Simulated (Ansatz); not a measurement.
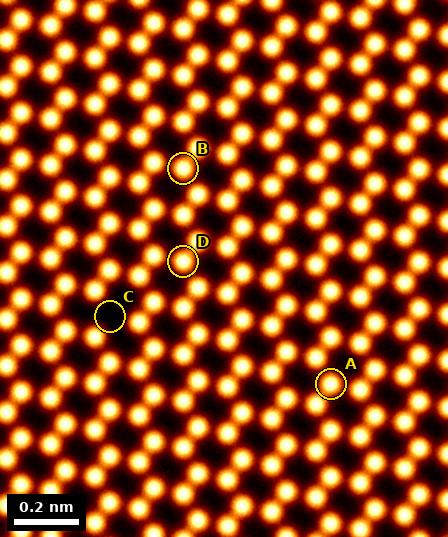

Z-contrast image of B (P6_3/mmc, No. 194) along [421]. Simulation: incoherent imaging, intensity Z^1.8 per atom, probe width 0.50 Å, thin sample. The probe carries 15 % of its weight in a tail 2.5 times as wide. The display is stretched by a gamma of 0.8; percentages refer to the linear signal. Shot noise was added.

The sample is 1 repeat (9.8 Å) thick. One point defect was put into the perfect crystal, without relaxing the atoms around it. Brightness is counted from the darkest point of the image. Host structure: coordinates from a relaxation with Ansatz, DFT, r2SCAN, plane waves (500 eV) with PAW, scalar-relativistic; the starting structure was generated, so it need not be a known form of this composition.

**Which ringed column holds the defect, and does it scatter more or less than its equals?**

C; it scatters less. The column holds 1 atom (B) through the sample, and one B atom is missing, so its peak vanishes.
